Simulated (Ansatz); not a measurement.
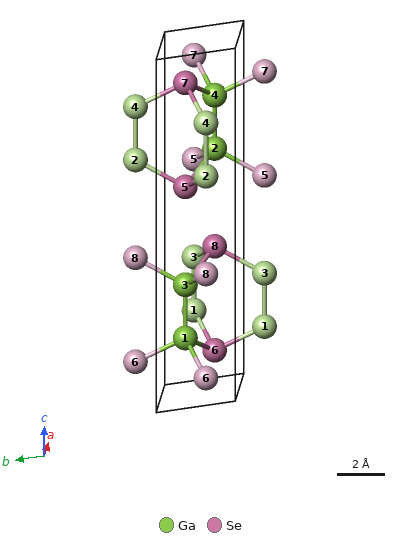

*The structure (ball-and-stick view of the cell of the calculation, seen at an oblique angle; neighbours outside the cell are drawn fainter; atoms are numbered from 1 in the order of the input).*

Single-point calculation, with input and output: GaSe

GaSe (P6₃/mmc, 8 atoms in the cell), computed with DFT, PBEsol, plane waves, PAW, no spin polarisation (Ansatz 0.2.0).

The structure derives from an entry of the Crystallography Open Database. The geometry comes from this level: r2scan-rvv10. It belongs to a series of runs on one base structure; here: drawn settings. Figures and captions count atoms from 1; the log counts them from 0 in places.

**Log**
```
Engine: ansatz 0.2.0, aarch64-unknown-linux-gnu
Pseudopotentials: kind: paw
Pseudopotential: Ga, paw, valence charge 13, recommended cutoff 420 eV (normal), Ga.paw.azcp
Pseudopotential: Se, paw, valence charge 16, recommended cutoff 420 eV (normal), Se.paw.azcp
Functional definition: PBEsol
  exchange = pbesol_x
  correlation = pbesol_c
Crystal: 8 atoms, lattice volume = 196.650 Å³
Basis set: ecut = 420 eV, 3893 PW (Γ)
Bands: 70, of which v1, the nominal top of the filled ones, is band 58 counted from 1 (57 counted from 0)
Symmetry: 24 space group operations
Space group: P63/mmc (ITA 194), of the structure as read, at distance tolerance 5.8e-5 Å
k-points: 14 of 72
Non-local potential: Ga, projectors of the file, l = 0: 2, l = 1: 2, l = 2: 3, l = 3: 1
Non-local potential: Se, projectors of the file, l = 0: 2, l = 1: 2, l = 2: 3, l = 3: 1
PAW form: soft (Blöchl's): semilocal exchange-correlation on the pseudo side does not see the compensation charge
PAW frozen core: Ga, regenerated for the run's functional, and the local potential with it (the file was generated under x = pbe(κ = 0.804, μ = 0.2195149727645171), c = pbe(β = 0.06672455060314922))
PAW frozen core: Se, regenerated for the run's functional, and the local potential with it (the file was generated under x = pbe(κ = 0.804, μ = 0.2195149727645171), c = pbe(β = 0.06672455060314922))
PAW one-centre angular grid: Ga, 590 points (default); XC on 64 Gauss nodes
PAW one-centre angular grid: Se, 590 points (default); XC on 64 Gauss nodes
Initial density: superposition of atomic densities (neutral atoms: chi_scale 0, normalization atom), corrected by the library's trained network
Initial wavefunctions: pseudopotential atomic-orbital guess
Functional: x = pbesol(κ = 0.804, μ = 0.12345679012345678), c = pbesol(β = 0.046)
SCF iter   1: F=—  HF=-36674.067828 eV  |F-HF|=—  |Δ(HF+E_count)|=         —  Δρ=2.86e-3  dr2=2.40e-2  ethr=1.77e-3  ⟨swp⟩=4.7  Hψ=3228  notcnv=0  defer=133
preconditioner: auto → Resta (q_TF=auto, 2.499 Å⁻¹)  ε∞=3.5  [insulator: Δε(μ)=0.880 eV  Ē_g=14.579 eV  n_scr=66 (ndim 8)  ℏωp=23.1 eV  f_vac=0.110  ε∞_Penn≈3.5]
SCF iter   2: F=—  HF=-36674.060750 eV  |F-HF|=—  |Δ(HF+E_count)|=   7.08e-3  Δρ=1.16e-3  dr2=2.86e-3  ethr=2.07e-5  ⟨swp⟩=2.1  Hψ=1665  notcnv=0  defer=140
SCF iter   3: F=—  HF=-36674.060757 eV  |F-HF|=—  |Δ(HF+E_count)|=   6.67e-6  Δρ=5.73e-4  dr2=7.27e-4  ethr=2.46e-6  ⟨swp⟩=2.6  Hψ=1245  notcnv=0  defer=140
SCF iter   4: F=—  HF=-36674.060901 eV  |F-HF|=—  |Δ(HF+E_count)|=   1.44e-4  Δρ=1.95e-4  dr2=8.17e-5  ethr=6.27e-7  ⟨swp⟩=2.0  Hψ=1432  notcnv=0  defer=137
SCF iter   5: F=—  HF=-36674.060869 eV  |F-HF|=—  |Δ(HF+E_count)|=   3.13e-5  Δρ=6.85e-5  dr2=1.01e-5  ethr=7.05e-8  ⟨swp⟩=2.0  Hψ=1407  notcnv=0  defer=105
SCF iter   6: F=—  HF=-36674.060941 eV  |F-HF|=—  |Δ(HF+E_count)|=   7.14e-5  Δρ=1.26e-5  dr2=3.94e-7  ethr=8.75e-9  ⟨swp⟩=2.0  Hψ=1367  notcnv=0  defer=105
SCF iter   7: F=—  HF=-36674.060941 eV  |F-HF|=—  |Δ(HF+E_count)|=   4.83e-7  Δρ=4.37e-6  dr2=4.65e-8  ethr=3.39e-10  ⟨swp⟩=2.0  Hψ=1687  notcnv=0  defer=105
SCF iter   8: F=—  HF=-36674.060941 eV  |F-HF|=—  |Δ(HF+E_count)|=   1.15e-8  Δρ=1.62e-6  dr2=7.25e-9  ethr=4.01e-11  ⟨swp⟩=2.0  Hψ=1687  notcnv=0  defer=105
SCF iter   9: F=—  HF=-36674.060941 eV  |F-HF|=—  |Δ(HF+E_count)|=   1.73e-8  Δρ=4.85e-7  dr2=5.65e-10  ethr=6.25e-12  ⟨swp⟩=2.0  Hψ=1687  notcnv=0  defer=105
SCF iter  10: F=—  HF=-36674.060941 eV  |F-HF|=—  |Δ(HF+E_count)|=   1.03e-9  Δρ=1.87e-7  dr2=1.13e-10  ethr=1.00e-12  ⟨swp⟩=2.0  Hψ=1687  notcnv=0  defer=105
SCF iter  11: F=-36674.060941 eV  HF=-36674.060941 eV  |F-HF|=7.28e-12  |Δ(HF+E_count)|=  5.09e-11  Δρ=4.72e-8  dr2=6.82e-12  ethr=1.00e-12  ⟨swp⟩=7.9  Hψ=4132  notcnv=0
SCF 1 converged in 11 iterations: F = -36674.060941 eV  dr2 = 6.82e-12
  greatest PAW one-centre occupation: 1.000 electrons in one spin orbital (limit 2), on the Se atom at site 6 (counted from 0), in its partial waves of l = 2
```

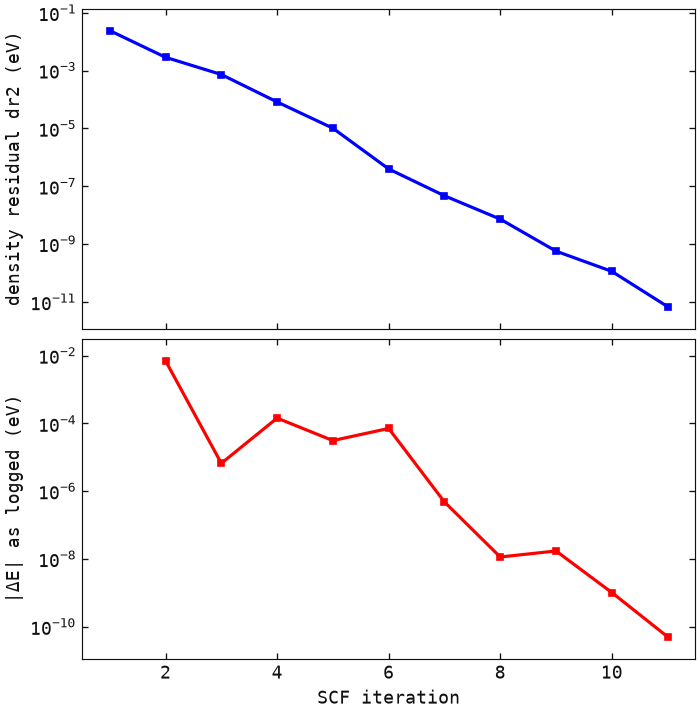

*Convergence of the self-consistent field: density residual dr2 and size of the energy change against the SCF iteration.*

The residual falls at every step.

```
NSCF: frozen V_eff on 14 k-points
SCF converged after 11 iterations
Free energy (F): -36674.060941 eV
Harris-Foulkes:  -36674.060941 eV  (|F-HF|=7.28e-12)
Internal energy: -36674.060941 eV  (E = F + TS)
E sigma→0 (E₀):  -36674.060941 eV
Fermi energy:    7.180778 eV
--- Per-component energies (eV) ---
  E_band       = -1885.665470
  E_kinetic    = 937.023109
  E_local      = -19036.959920  (includes V_loc(G=0)·N_el)
  E_nonlocal   = -667.824129
  E_hartree    = 9138.844870
  E_xc         = -687.135973
  E_vxc        = -624.274987  (∫ρ·V_xc dr)
  E_paw        = -15267.881636  (= ΣΔE_a)
  E_vpaw       = -771.316536  (= ΣTr[D̂ρ^β])
  E_aug_tail   = -0.002844  (compensation charges beyond the density's cutoff)
  E_ewald      = -11097.610131
  E_core_change = 7.485713  (= ΣΔE_core)
  E_smearing   = -0.000000  (= −TS)
  E_closure    = 0.000000  (closes the sum)
  Σ components = -36674.060941   (vs F -36674.060941, Δ=0.00e0)
--- Band table (eV; the first three rows and the last of 14) ---
  k-point 0: bands = ["-40.5958", "-40.5958", "-40.5958", "-40.5958", "-40.5958", "-40.5958", "-40.5958", "-40.5958", "-40.5547", "-40.5547", "-40.5547", "-40.5547", "-40.5546", "-40.5546", "-40.5546", "-40.5546", "-40.5400", "-40.5400", "-40.5399", "-40.5399", "-7.9810", "-7.9804", "-7.8488", "-7.8488", "-7.8487", "-7.8487", "-7.7853", "-7.7853", "-7.7853", "-7.7853", "-7.7836", "-7.7836", "-7.7835", "-7.7835", "-7.6528", "-7.6413", "-7.6265", "-7.6265", "-7.6264", "-7.6264", "-7.1257", "-6.9584", "-6.8829", "-6.7060", "0.0636", "0.4249", "2.4874", "3.5000", "5.6088", "5.7380", "5.7380", "5.8423", "5.8423", "5.8676", "5.8676", "5.9777", "5.9777", "7.1808", "8.0680", "8.9806", "9.2688", "9.3889", "11.1050", "11.1050", "11.1825", "11.1825", "12.4609", "12.4609", "12.6233", "12.6233"]
  k-point 1: bands = ["-40.5958", "-40.5958", "-40.5958", "-40.5958", "-40.5958", "-40.5958", "-40.5958", "-40.5958", "-40.5547", "-40.5547", "-40.5547", "-40.5547", "-40.5546", "-40.5546", "-40.5546", "-40.5546", "-40.5400", "-40.5400", "-40.5399", "-40.5399", "-7.9807", "-7.9807", "-7.8487", "-7.8487", "-7.8487", "-7.8487", "-7.7853", "-7.7853", "-7.7853", "-7.7853", "-7.7836", "-7.7836", "-7.7836", "-7.7836", "-7.6472", "-7.6472", "-7.6264", "-7.6264", "-7.6264", "-7.6264", "-7.0681", "-7.0681", "-6.7682", "-6.7682", "0.2242", "0.2242", "2.9520", "2.9520", "5.7712", "5.7712", "5.7712", "5.7712", "5.9416", "5.9416", "5.9416", "5.9416", "6.3216", "6.3216", "8.6714", "8.6714", "9.3187", "9.3187", "11.1419", "11.1419", "11.1419", "11.1419", "12.5434", "12.5434", "12.5434", "12.5434"]
  k-point 2: bands = ["-40.5958", "-40.5958", "-40.5958", "-40.5958", "-40.5956", "-40.5956", "-40.5956", "-40.5956", "-40.5548", "-40.5548", "-40.5547", "-40.5547", "-40.5547", "-40.5547", "-40.5546", "-40.5546", "-40.5399", "-40.5399", "-40.5398", "-40.5398", "-7.9905", "-7.9877", "-7.9139", "-7.9085", "-7.8731", "-7.8642", "-7.8459", "-7.8457", "-7.7887", "-7.7887", "-7.7760", "-7.7759", "-7.7739", "-7.7739", "-7.6689", "-7.6659", "-7.6284", "-7.6283", "-7.5657", "-7.5655", "-6.7993", "-6.6463", "-6.5948", "-6.4275", "0.2391", "0.4936", "2.5906", "2.9756", "4.0077", "4.2104", "4.2820", "4.9648", "5.2962", "5.4266", "5.4720", "5.6153", "6.0323", "6.9014", "9.4031", "9.5869", "9.7333", "9.8904", "11.0764", "11.3016", "11.5684", "11.5878", "11.7575", "12.1747", "13.2643", "13.3167"]
  k-point 13: bands = ["-40.5954", "-40.5954", "-40.5954", "-40.5954", "-40.5953", "-40.5953", "-40.5953", "-40.5953", "-40.5549", "-40.5549", "-40.5548", "-40.5548", "-40.5548", "-40.5548", "-40.5547", "-40.5547", "-40.5395", "-40.5395", "-40.5395", "-40.5395", "-8.0742", "-8.0742", "-7.9998", "-7.9998", "-7.9373", "-7.9373", "-7.8593", "-7.8593", "-7.7869", "-7.7869", "-7.7621", "-7.7621", "-7.7460", "-7.7460", "-7.6585", "-7.6585", "-7.6531", "-7.6531", "-7.5046", "-7.5046", "-5.3615", "-5.3615", "-5.2723", "-5.2723", "-0.2686", "-0.2686", "0.7247", "0.7247", "2.3860", "2.3860", "2.8433", "2.8433", "4.1915", "4.1915", "4.5578", "4.5578", "5.1930", "5.1930", "8.8594", "8.8594", "9.7406", "9.7406", "11.2431", "11.2431", "11.8629", "11.8629", "13.2699", "13.2699", "14.4193", "14.4193"]
```

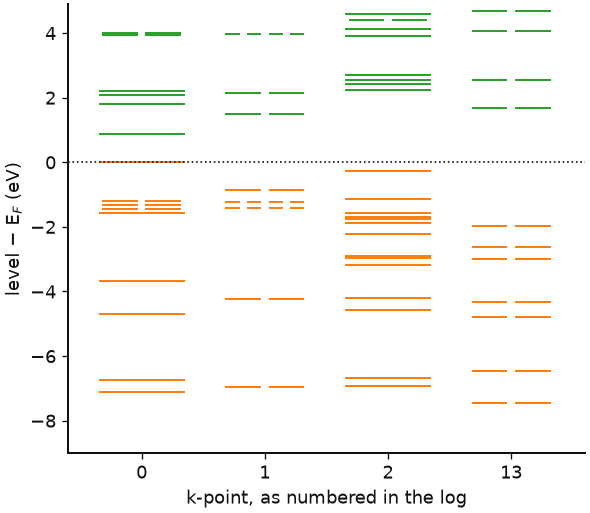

*Kohn–Sham levels near the Fermi level (dotted) at the few k-points that the log prints; levels within 0.02 eV of each other stand side by side.*

Among these points the highest filled and lowest empty levels are 0.89 eV apart, which is the gap on the mesh.

This output came from the following input.

**Input file**
```yaml
crystal:
  lattice:
    - [3.7538612307, 0.0, 0.0]
    - [-1.8769306153, 3.2509391881, 0.0]
    - [0.0, 0.0, 16.1141079292]
  atoms:
    - { symbol: Ga, position: [0.3333333333, 0.6666666667, 0.1745425018] }
    - { symbol: Ga, position: [0.6666666667, 0.3333333333, 0.6745425018] }
    - { symbol: Ga, position: [0.3333333333, 0.6666666667, 0.3254574982] }
    - { symbol: Ga, position: [0.6666666667, 0.3333333333, 0.8254574982] }
    - { symbol: Se, position: [0.3333333333, 0.6666666667, 0.6026783695] }
    - { symbol: Se, position: [0.6666666667, 0.3333333333, 0.1026783695] }
    - { symbol: Se, position: [0.3333333333, 0.6666666667, 0.8973216305] }
    - { symbol: Se, position: [0.6666666667, 0.3333333333, 0.3973216305] }
kpoints:
  mp_grid: { grid: [6, 6, 2] }
hamiltonian:
  xc: pbesol
scf:
  occupations: { method: fixed }
output:
  optics:
    e_range: [2, 30]
    de: 0.2
    sigma: 0.25
    scissors: 1.0
    scheme: gaussian
    bands: auto
    kdotp_interpolation: "off"
```

Run as:
```bash
ansatz run input.yaml --threads 4 --pin off --max-ram 5529MiB --backend cpu --events-out ev --progress --plain --runs-dir out
```

**Key numbers**

- outcome: converged
- space group (tolerance 0.01 Å): P6₃/mmc (194)
- electrons treated: 116
- free energy: −36674.0609 eV
- Fermi energy: 7.181 eV
- gap on the k-point mesh: 0.89 eV
- hardware: 4 threads of Arm Neoverse N1, 98 GiB of memory available, shared host
- wall time: 58 s (CPU time 3.6 min)
- peak memory: 1.4 GiB

**Remarks**

Settings chosen away from the usual ones: drawn settings.
